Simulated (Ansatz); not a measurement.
# Geometry relaxation, with input and output: W

- system: W (Fm-3m, 1 atom in the cell)
- method: DFT, PBE, plane waves, PAW, no spin polarisation (Ansatz 0.2.0)

The structure derives from an entry of the Crystallography Open Database. Some settings of this run were made unusual or wrong on purpose. Figures and captions count atoms from 1; the log counts them from 0 in places.

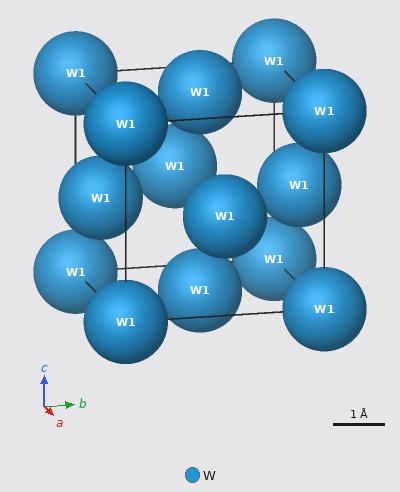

*The starting structure (spheres-only view of the cell 4 times as large as that of the calculation, set on its symmetry axes, seen slightly off an axis; atoms are numbered from 1 in the order of the input).*

Outcome

```tsv
quantity	value
outcome	converged
space group (tolerance 0.01 Å)	Fm-3m (225)
electrons treated	14
free energy	−10386.3383 eV
Fermi energy	16.417 eV
gap on the k-point mesh	none (metallic)
pressure	−0.05 GPa
final volume	20.78 Å³
largest force (length of the vector) at the end	under 0.001 eV/Å
final cell	a = 3.086 Å, b = 3.086 Å, c = 3.086 Å, α = 60.00°, β = 60.00°, γ = 60.00°
hardware	4 threads of Intel Xeon @ 2.30GHz, 28 GiB of memory available, shared host
wall time	0.66 s (CPU time 1.1 s)
peak memory	0.34 GiB
```

What went wrong

This input holds a deliberate fault: one k-point for a small cell (`kpoints.mp_grid.grid`). One point cannot sample the zone of a small cell. The run converged all the same; its numbers are those of the faulty input and shouldn't be used.

The input
```yaml
crystal:
  lattice:
    - [0.0, 2.03, 2.03]
    - [2.03, 0.0, 2.03]
    - [2.03, 2.03, 0.0]
  atoms:
    - { symbol: W, position: [0.0, 0.0, 0.0] }
basis:
  ecutwfc: 420
kpoints:
  mp_grid: { grid: [1, 1, 1] }
hamiltonian:
  xc: pbe
scf:
  occupations: { method: gaussian, width: 0.1 }
  max_iter: 80
output:
  forces: true
  eigenvalues: true
  stress: true
relax:
  adjacent_minimum: "off"
  f_tol: 0.005
  max_steps: 80
  cell: { stress_tol: 0.05 }
```

Command:
```bash
ansatz run input.yaml --threads 4 --pin off --max-ram 2560MiB --backend cpu --events-out ev --progress --plain --runs-dir out
```

Log
```
The last accepted step is kept in [file] (removed where the run ends without a failure and the disk answers)
Engine: ansatz 0.2.0, x86_64-unknown-linux-gnu
Pseudopotentials: kind: paw
Pseudopotential: W, paw, valence charge 14, recommended cutoff 420 eV (normal), W.paw.azcp
Functional definition: PBE
  parameter kappa = 0.804
  parameter beta = 0.06672455060314922
  exchange = pbe_x(kappa = kappa, mu = beta*pi^2/3)
  correlation = pbe_c(beta = beta)
Crystal: 1 atoms, lattice volume = 16.731 Å³
Basis set: ecut = 420 eV, 331 PW (Γ), exchange–correlation on 40×40×40 points (8 copies of the dense FFT grid, shifted against one another)
Bands: 11, of which v1, the nominal top of the filled ones, is band 7 counted from 1 (6 counted from 0)
Symmetry: 48 space group operations
Space group: Fm-3m (ITA 225), of the structure as read, at distance tolerance 2.6e-5 Å
k-points: 1
Non-local potential: W, projectors of the file, l = 0: 3, l = 1: 2, l = 2: 2, l = 3: 1
PAW form: soft (Blöchl's): semilocal exchange-correlation on the pseudo side does not see the compensation charge
PAW one-centre angular grid: W, 590 points (default); XC on 64 Gauss nodes
Initial density: superposition of atomic densities (neutral atoms: chi_scale 0, normalization atom), corrected by the library's trained network
Initial wavefunctions: pseudopotential atomic-orbital guess
Functional: x = pbe(κ = 0.804, μ = 0.2195149727645171), c = pbe(β = 0.06672455060314922)
SCF iter   1: F=—  HF=-10385.696131 eV  |F-HF|=—  |Δ(HF+E_count)|=         —  Δρ=1.11e-1  dr2=9.97e-1  ethr=1.77e-3  ⟨swp⟩=5.0  Hψ=59  notcnv=0
preconditioner: auto → none  [insulator: Δε(μ)=3.038 eV  Ē_g=8.548 eV  σ=0.100 eV  W_gap=0.67  n_scr=0 (ndim 8)  ℏωp=22.2 eV  f_vac=0.000  D(μ)=30.85/eV (n_scr^D=1758)  ε∞_Penn≈7.8]
SCF iter   2: F=—  HF=-10385.449403 eV  |F-HF|=—  |Δ(HF+E_count)|=   2.47e-1  Δρ=5.10e-2  dr2=1.60e-1  ethr=1.77e-3  ⟨swp⟩=2.0  Hψ=28  notcnv=0
SCF iter   3: F=—  HF=-10385.456097 eV  |F-HF|=—  |Δ(HF+E_count)|=   6.69e-3  Δρ=7.84e-3  dr2=3.24e-3  ethr=1.14e-3  ⟨swp⟩=3.0  Hψ=18  notcnv=0
SCF iter   4: F=—  HF=-10385.457864 eV  |F-HF|=—  |Δ(HF+E_count)|=   1.77e-3  Δρ=6.33e-4  dr2=2.61e-5  ethr=2.31e-5  ⟨swp⟩=2.0  Hψ=12  notcnv=0
SCF iter   5: F=—  HF=-10385.457886 eV  |F-HF|=—  |Δ(HF+E_count)|=   2.24e-5  Δρ=6.04e-5  dr2=4.28e-7  ethr=1.86e-7  ⟨swp⟩=3.0  Hψ=19  notcnv=0
SCF iter   6: F=-10385.457886 eV  HF=-10385.457886 eV  |F-HF|=1.35e-10  |Δ(HF+E_count)|=   2.06e-7  Δρ=4.58e-6  dr2=1.18e-9  ethr=7.14e-10  ⟨swp⟩=5.0  Hψ=52  notcnv=0
SCF 1 converged in 6 iterations: F = -10385.457886 eV  dr2 = 1.18e-9
  greatest PAW one-centre occupation: 1.001 electrons in one spin orbital (limit 2), on the W atom at site 0 (counted from 0), in its partial waves of l = 1
relax step   1: F+E_penalty+E_count = -10385.45788575 eV  Δ(F+E_penalty+E_count) = +0.000e0 eV  max|allowed force component| = 0.000e0 eV/Å  Δτ_max = 0.0000 Å  P = +85.538 GPa  Ω = 16.731 Å³  (6 SCF iters, dr2 threshold 1.00e-7 eV, accepted)
Crystal: 1 atoms, lattice volume = 19.299 Å³
Basis set: ecut = 420 eV, 339 PW (Γ), exchange–correlation on 40×40×40 points (8 copies of the dense FFT grid, shifted against one another)
Initial density: handed on by an earlier stage of this run
Initial wavefunctions: those handed on with the density
iter 1 solved again at ethr=2.08e-4 eV; its pass at ethr=3.10e-3 eV (dr2=2.91e-2 eV) is discarded
SCF iter   1: F=—  HF=-10386.242528 eV  |F-HF|=—  |Δ(HF+E_count)|=         —  Δρ=1.49e-2  dr2=2.88e-2  ethr=2.08e-4  ⟨swp⟩=1.0  Hψ=75  notcnv=0
preconditioner: auto → none  [insulator: Δε(μ)=2.670 eV  Ē_g=8.109 eV  σ=0.100 eV  W_gap=0.67  n_scr=8 (ndim 8)  ℏωp=20.7 eV  f_vac=0.000  D(μ)=30.85/eV (n_scr^D=1638)  ε∞_Penn≈7.5]
SCF iter   2: F=—  HF=-10386.244810 eV  |F-HF|=—  |Δ(HF+E_count)|=   2.28e-3  Δρ=7.14e-3  dr2=4.83e-3  ethr=2.06e-4  ⟨swp⟩=2.0  Hψ=17  notcnv=0
SCF iter   3: F=—  HF=-10386.247614 eV  |F-HF|=—  |Δ(HF+E_count)|=   2.80e-3  Δρ=1.33e-3  dr2=1.41e-4  ethr=3.45e-5  ⟨swp⟩=2.0  Hψ=12  notcnv=0
SCF iter   4: F=—  HF=-10386.247763 eV  |F-HF|=—  |Δ(HF+E_count)|=   1.50e-4  Δρ=1.31e-4  dr2=1.74e-6  ethr=1.01e-6  ⟨swp⟩=2.0  Hψ=15  notcnv=0
SCF iter   5: F=—  HF=-10386.247729 eV  |F-HF|=—  |Δ(HF+E_count)|=   3.42e-5  Δρ=2.96e-5  dr2=1.55e-7  ethr=7.14e-10  ⟨swp⟩=7.0  Hψ=55  notcnv=0
SCF iter   6: F=-10386.247729 eV  HF=-10386.247729 eV  |F-HF|=7.41e-9  |Δ(HF+E_count)|=   7.16e-8  Δρ=7.39e-6  dr2=9.18e-9  ethr=7.14e-10  ⟨swp⟩=4.0  Hψ=32  notcnv=0
SCF 2 converged in 6 iterations: F = -10386.247729 eV  dr2 = 9.18e-9
  greatest PAW one-centre occupation: 1.000 electrons in one spin orbital (limit 2), on the W atom at site 0 (counted from 0), in its partial waves of l = 0
relax step   2: F+E_penalty+E_count = -10386.24772911 eV  Δ(F+E_penalty+E_count) = -7.898e-1 eV  max|allowed force component| = 0.000e0 eV/Å  Δτ_max = 0.0000 Å  P = +20.887 GPa  Ω = 19.299 Å³  energy of the carried Pulay correction = -8.182e-4 eV  (6 SCF iters, dr2 threshold 1.00e-7 eV, accepted)
Crystal: 1 atoms, lattice volume = 20.304 Å³
Basis set: ecut = 420 eV, 411 PW (Γ), exchange–correlation on 40×40×40 points (8 copies of the dense FFT grid, shifted against one another)
iter 1 solved again at ethr=2.22e-5 eV; its pass at ethr=3.10e-3 eV (dr2=3.11e-3 eV) is discarded
SCF iter   1: F=—  HF=-10386.328352 eV  |F-HF|=—  |Δ(HF+E_count)|=         —  Δρ=4.85e-3  dr2=3.01e-3  ethr=2.22e-5  ⟨swp⟩=1.0  Hψ=74  notcnv=0
preconditioner: auto → none  [insulator: Δε(μ)=2.451 eV  Ē_g=7.841 eV  σ=0.100 eV  W_gap=0.67  n_scr=8 (ndim 8)  ℏωp=20.2 eV  f_vac=0.000  D(μ)=30.85/eV (n_scr^D=1470)  ε∞_Penn≈7.6]
SCF iter   2: F=—  HF=-10386.328716 eV  |F-HF|=—  |Δ(HF+E_count)|=   3.64e-4  Δρ=2.37e-3  dr2=5.52e-4  ethr=2.15e-5  ⟨swp⟩=2.0  Hψ=14  notcnv=0
SCF iter   3: F=—  HF=-10386.329033 eV  |F-HF|=—  |Δ(HF+E_count)|=   3.17e-4  Δρ=3.95e-4  dr2=1.44e-5  ethr=3.95e-6  ⟨swp⟩=2.0  Hψ=12  notcnv=0
SCF iter   4: F=—  HF=-10386.329029 eV  |F-HF|=—  |Δ(HF+E_count)|=   3.77e-6  Δρ=3.92e-5  dr2=1.55e-7  ethr=1.03e-7  ⟨swp⟩=2.0  Hψ=15  notcnv=0
SCF iter   5: F=-10386.329029 eV  HF=-10386.329029 eV  |F-HF|=8.97e-9  |Δ(HF+E_count)|=   6.71e-8  Δρ=8.03e-6  dr2=1.07e-8  ethr=7.14e-10  ⟨swp⟩=5.0  Hψ=46  notcnv=0
SCF 3 converged in 5 iterations: F = -10386.329029 eV  dr2 = 1.07e-8
relax step   3: F+E_penalty+E_count = -10386.32902932 eV  Δ(F+E_penalty+E_count) = -8.130e-2 eV  max|allowed force component| = 0.000e0 eV/Å  Δτ_max = 0.0000 Å  P = +5.820 GPa  Ω = 20.304 Å³  energy of the carried Pulay correction = -1.108e-3 eV  (5 SCF iters, dr2 threshold 1.00e-7 eV, accepted)
Crystal: 1 atoms, lattice volume = 20.852 Å³
iter 1 solved again at ethr=6.13e-6 eV; its pass at ethr=3.10e-3 eV (dr2=8.58e-4 eV) is discarded
SCF iter   1: F=—  HF=-10386.336975 eV  |F-HF|=—  |Δ(HF+E_count)|=         —  Δρ=2.46e-3  dr2=7.87e-4  ethr=6.13e-6  ⟨swp⟩=1.0  Hψ=70  notcnv=0
preconditioner: auto → none  [insulator: Δε(μ)=2.352 eV  Ē_g=7.716 eV  σ=0.100 eV  W_gap=0.67  n_scr=8 (ndim 8)  ℏωp=19.9 eV  f_vac=0.000  D(μ)=30.85/eV (n_scr^D=1470)  ε∞_Penn≈7.7]
SCF iter   2: F=—  HF=-10386.337089 eV  |F-HF|=—  |Δ(HF+E_count)|=   1.14e-4  Δρ=1.21e-3  dr2=1.47e-4  ethr=5.62e-6  ⟨swp⟩=2.0  Hψ=14  notcnv=0
SCF iter   3: F=—  HF=-10386.337182 eV  |F-HF|=—  |Δ(HF+E_count)|=   9.26e-5  Δρ=1.92e-4  dr2=3.45e-6  ethr=1.05e-6  ⟨swp⟩=2.0  Hψ=12  notcnv=0
SCF iter   4: F=—  HF=-10386.337185 eV  |F-HF|=—  |Δ(HF+E_count)|=   3.34e-6  Δρ=1.85e-5  dr2=3.14e-8  ethr=7.14e-10  ⟨swp⟩=3.0  Hψ=43  notcnv=0
SCF iter   5: F=-10386.337185 eV  HF=-10386.337185 eV  |F-HF|=5.02e-10  |Δ(HF+E_count)|=   2.69e-8  Δρ=2.09e-6  dr2=7.53e-10  ethr=2.24e-10  ⟨swp⟩=2.0  Hψ=35  notcnv=0
SCF 4 converged in 5 iterations: F = -10386.337185 eV  dr2 = 7.53e-10
relax step   4: F+E_penalty+E_count = -10386.33718506 eV  Δ(F+E_penalty+E_count) = -8.156e-3 eV  max|allowed force component| = 0.000e0 eV/Å  Δτ_max = 0.0000 Å  P = -0.794 GPa  Ω = 20.852 Å³  energy of the carried Pulay correction = -1.259e-3 eV  (5 SCF iters, dr2 threshold 1.00e-7 eV, accepted)
Crystal: 1 atoms, lattice volume = 20.782 Å³
iter 1 solved again at ethr=1.03e-7 eV; its pass at ethr=3.10e-3 eV (dr2=1.45e-5 eV) is discarded
SCF iter   1: F=—  HF=-10386.337377 eV  |F-HF|=—  |Δ(HF+E_count)|=         —  Δρ=3.08e-4  dr2=1.20e-5  ethr=1.03e-7  ⟨swp⟩=2.0  Hψ=66  notcnv=0
preconditioner: auto → none  [insulator: Δε(μ)=2.354 eV  Ē_g=7.719 eV  σ=0.100 eV  W_gap=0.67  n_scr=8 (ndim 8)  ℏωp=20.0 eV  f_vac=0.000  D(μ)=30.85/eV (n_scr^D=1470)  ε∞_Penn≈7.7]
SCF iter   2: F=—  HF=-10386.337378 eV  |F-HF|=—  |Δ(HF+E_count)|=   7.51e-7  Δρ=1.51e-4  dr2=2.27e-6  ethr=8.56e-8  ⟨swp⟩=2.0  Hψ=14  notcnv=0
SCF iter   3: F=-10386.337379 eV  HF=-10386.337379 eV  |F-HF|=3.53e-8  |Δ(HF+E_count)|=   1.34e-6  Δρ=2.34e-5  dr2=5.03e-8  ethr=7.14e-10  ⟨swp⟩=3.0  Hψ=42  notcnv=0
SCF 5 converged in 3 iterations: F = -10386.337379 eV  dr2 = 5.03e-8
relax step   5: F+E_penalty+E_count = -10386.33737889 eV  Δ(F+E_penalty+E_count) = -1.938e-4 eV  max|allowed force component| = 0.000e0 eV/Å  Δτ_max = 0.0000 Å  P = -0.005 GPa  Ω = 20.782 Å³  energy of the carried Pulay correction = -1.240e-3 eV  (3 SCF iters, dr2 threshold 1.00e-7 eV, accepted)
Basis set: ecut = 420 eV, 411 PW (Γ), exchange–correlation on 48×48×48 points (8 copies of the dense FFT grid, shifted against one another)
Initial wavefunctions: pseudopotential atomic-orbital guess (no wavefunctions were taken with the density)
iter 1 solved again at ethr=5.85e-8 eV; its pass at ethr=3.10e-3 eV (dr2=8.19e-6 eV) is discarded
SCF iter   1: F=—  HF=-10386.338250 eV  |F-HF|=—  |Δ(HF+E_count)|=         —  Δρ=6.03e-4  dr2=6.56e-6  ethr=5.85e-8  ⟨swp⟩=3.0  Hψ=87  notcnv=0
preconditioner: auto → none  [insulator: Δε(μ)=2.355 eV  Ē_g=7.720 eV  σ=0.100 eV  W_gap=0.67  n_scr=8 (ndim 8)  ℏωp=20.0 eV  f_vac=0.000  D(μ)=30.85/eV (n_scr^D=1470)  ε∞_Penn≈7.7]
SCF iter   2: F=—  HF=-10386.338332 eV  |F-HF|=—  |Δ(HF+E_count)|=   8.23e-5  Δρ=2.98e-4  dr2=1.49e-6  ethr=4.68e-8  ⟨swp⟩=1.0  Hψ=11  notcnv=0
SCF iter   3: F=—  HF=-10386.338349 eV  |F-HF|=—  |Δ(HF+E_count)|=   1.70e-5  Δρ=1.48e-5  dr2=1.19e-8  ethr=1.06e-8  ⟨swp⟩=2.0  Hψ=19  notcnv=0
SCF iter   4: F=—  HF=-10386.338349 eV  |F-HF|=—  |Δ(HF+E_count)|=   5.10e-8  Δρ=3.64e-6  dr2=5.46e-10  ethr=8.52e-11  ⟨swp⟩=2.0  Hψ=18  notcnv=0
SCF iter   5: F=-10386.338349 eV  HF=-10386.338349 eV  |F-HF|=0.00e0  |Δ(HF+E_count)|=   1.76e-9  Δρ=2.23e-7  dr2=2.55e-12  ethr=1.00e-12  ⟨swp⟩=4.0  Hψ=51  notcnv=0
SCF 6 converged in 5 iterations: F = -10386.338349 eV  dr2 = 2.55e-12
relax step   6: F+E_penalty+E_count = -10386.33834906 eV  Δ(F+E_penalty+E_count) = -9.702e-4 eV  max|allowed force component| = 0.000e0 eV/Å  Δτ_max = 0.0000 Å  P = -0.045 GPa  Ω = 20.782 Å³  stress off target by 4.51e-2 GPa  SCF on the basis re-selected at this cell (its energy is not comparable with the rows above)  (5 SCF iters)
```

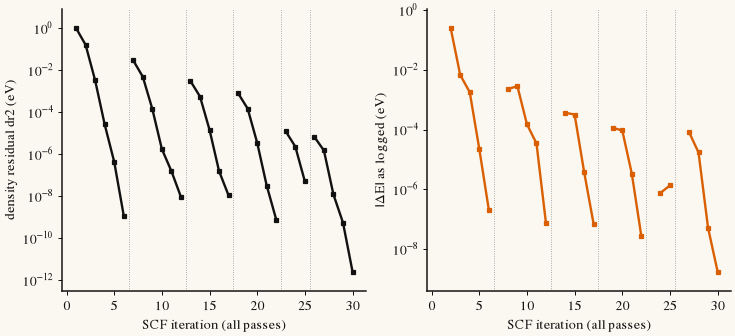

*Convergence of the self-consistent field: density residual dr2 and size of the energy change against the SCF iteration. The dotted lines part the SCF passes of the relaxation: geometry steps, rejected trials and re-solves on a re-selected basis.*

The 6 passes take 3 to 6 iterations each, 30 in all.

```
basis re-selected at this cell: Δ(F+E_penalty+E_count) = -9.702e-4 eV, ΔP = -0.040 GPa vs the last step (what re-selecting the basis moved, of the pressure what is left beyond the Pulay correction that the steps carried, after the strain that the cell walked since its last selection, with what the two solves' SCF thresholds leave and, on support functions, any second-order correction that the steps lacked; it is no measure of the basis error at this ecutwfc). The dense FFT grid was sized anew with the basis: this SCF ran on 24×24×24 points, the steps before it on 20×20×20, so part of this shift can come from that change (see relax.cell in the input reference). This SCF's stress stands 4.51e-2 GPa from its target on what of the cell is left free (relax.cell.stress_tol is 5.00e-2 GPa) and its largest allowed force component is 0.00e0 eV/Å (relax.f_tol is 5.00e-3 eV/Å): within both
SCF converged after 5 iterations
Free energy (F): -10386.338349 eV
Harris-Foulkes:  -10386.338349 eV  (|F-HF|=0.00e0)
Internal energy: -10386.184087 eV  (E = F + TS)
E sigma→0 (E₀):  -10386.261218 eV
Entropy (-TS):   -0.154262 eV (-154.262 meV/atom)
Fermi energy:    16.417073 eV
--- Per-component energies (eV) ---
  E_band       = -153.805680
  E_kinetic    = 438.047219
  E_local      = -804.750640  (includes V_loc(G=0)·N_el)
  E_nonlocal   = 7.567448
  E_hartree    = 281.987131
  E_xc         = -263.382993
  E_vxc        = -234.167517  (∫ρ·V_xc dr)
  E_paw        = -8563.173976  (= ΣΔE_a)
  E_vpaw       = -124.476356  (= ΣTr[D̂ρ^β])
  E_aug_tail   = -0.000062  (compensation charges beyond the density's cutoff)
  E_ewald      = -1482.478214
  E_smearing   = -0.154262  (= −TS)
  E_closure    = -0.000000  (closes the sum)
  Σ components = -10386.338349   (vs F -10386.338349, Δ=0.00e0)
--- Forces (eV/Å), atoms counted from 1 ---
  atom   1  W      0.00000000    -0.00000000    -0.00000000
  max |Σ_I F_I| component: 1.40e-26 eV/Å
--- Stress (GPa, compression-positive) ---
       -0.045113       0.000000       0.000000
        0.000000      -0.045113       0.000000
        0.000000       0.000000      -0.045113
  P = ⅓ Tr σ = -0.0451 GPa (-0.451 kbar)
--- Band table (eV) ---
  k-point 0: bands = ["-56.5226", "-20.5467", "-20.5467", "-20.5467", "8.4868", "16.3866", "16.3866", "16.3866", "18.7418", "18.7418", "28.9121"]
--- Relaxed structure (5 steps of the walk, 5 accepted, 1 SCFs on fresh bases) ---
  F+E_penalty+E_count = -10386.33834906 eV   max|allowed force component| = 0.000e0 eV/Å   (the final SCF, on the basis selected at the relaxed cell)
  cell:  # Å, volume = 20.7820 Å³
    - [-7.658981337616023e-34, 2.1821562055448567, 2.1821562055448567]
    - [2.1821562055448567, -1.6918202385989703e-35, 2.1821562055448567]
    - [2.1821562055448567, 2.1821562055448567, -1.293746805227395e-35]
  atoms:
    - { symbol: W, position: [0.0, 0.0, 0.0] }
```

Trajectory as extended XYZ (Å, eV, eV/Å), 6 frames, from step=1 to step=6
```
1
Lattice="0.0000 2.0300 2.0300 2.0300 0.0000 2.0300 2.0300 2.0300 0.0000" Properties=species:S:1:pos:R:3:forces:R:3 step=1 energy=-10385.45789 pressure_GPa=85.54
W     0.0000    0.0000    0.0000    0.0000   0.0000   0.0000
1
Lattice="0.0000 2.1290 2.1290 2.1290 0.0000 2.1290 2.1290 2.1290 0.0000" Properties=species:S:1:pos:R:3:forces:R:3 step=2 energy=-10386.24773 pressure_GPa=20.89
W     0.0000    0.0000    0.0000    0.0000   0.0000   0.0000
1
Lattice="0.0000 2.1653 2.1653 2.1653 0.0000 2.1653 2.1653 2.1653 0.0000" Properties=species:S:1:pos:R:3:forces:R:3 step=3 energy=-10386.32903 pressure_GPa=5.82
W     0.0000    0.0000    0.0000    0.0000   0.0000   0.0000
1
Lattice="0.0000 2.1846 2.1846 2.1846 0.0000 2.1846 2.1846 2.1846 0.0000" Properties=species:S:1:pos:R:3:forces:R:3 step=4 energy=-10386.33719 pressure_GPa=-0.79
W     0.0000    0.0000    0.0000    0.0000   0.0000   0.0000
1
Lattice="0.0000 2.1822 2.1822 2.1822 0.0000 2.1822 2.1822 2.1822 0.0000" Properties=species:S:1:pos:R:3:forces:R:3 step=5 energy=-10386.33738 pressure_GPa=-0.00
W     0.0000    0.0000    0.0000    0.0000   0.0000   0.0000
1
Lattice="0.0000 2.1822 2.1822 2.1822 0.0000 2.1822 2.1822 2.1822 0.0000" Properties=species:S:1:pos:R:3:forces:R:3 step=6 energy=-10386.33835 pressure_GPa=-0.05
W     0.0000    0.0000    0.0000    0.0000   0.0000   0.0000
```
